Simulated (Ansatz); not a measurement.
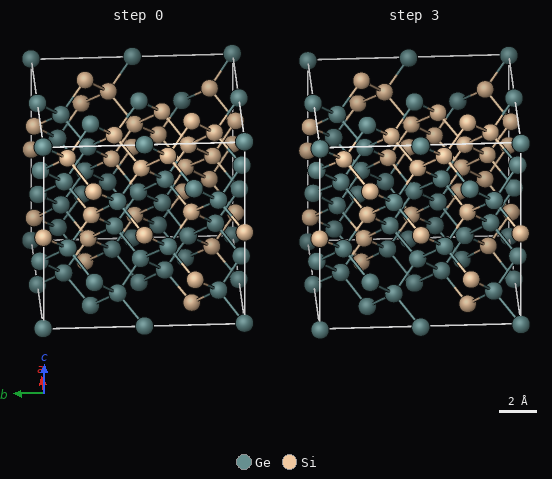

The structure of crystalline Ge36Si28 (a generated structure, set up in P1) before (left) and after (right) a relaxation, at one scale.

A ball-and-stick model of the cell of the calculation, seen from a free direction.

The calculation used DFT, PBEsol, PAW, plane waves (Ansatz 0.2.0). (plane-wave cutoff 420 eV; k-point mesh 1 × 1 × 1; mesh shifted by (0.25, 0.25, 0.25); no spin polarisation; cell relaxed at fixed shape; force threshold 0.03 eV/Å; at most 80 steps)

**Summarise the run.**

The energy falls by 16.1 meV per atom in 3 geometry steps. The largest force component goes from 1.2 to 0.02 eV/Å. The pressure goes from −0.29 to 0.01 GPa. The atom that moves furthest relative to the cell is a Si atom (0.10 Å along [1 1 1]). Largest moves by element: Si 0.10 Å, Ge 0.10 Å. The volume changes by −0.6 %, with a = b = c 11.138 → 11.116 Å (−0.2 %). Near-neighbour distances that change, for instance: Ge–Si 2.467 → 2.385 Å, Si–Si 2.432 → 2.359 Å, Ge–Ge 2.373 → 2.446 Å, Si–Si 2.441 → 2.372 Å. Among the angles between lasting bonds that change: Si–Ge–Si 107.6° → 112.6°, Ge–Si–Ge 111.2° → 107.1°, Ge–Si–Si 112.3° → 108.6°. The space group stays P1 (No. 1). The run took 7.3 s on 1 × NVIDIA GB300 Max-Q with 8 threads of Arm Neoverse-V2, peak memory 2 GiB.
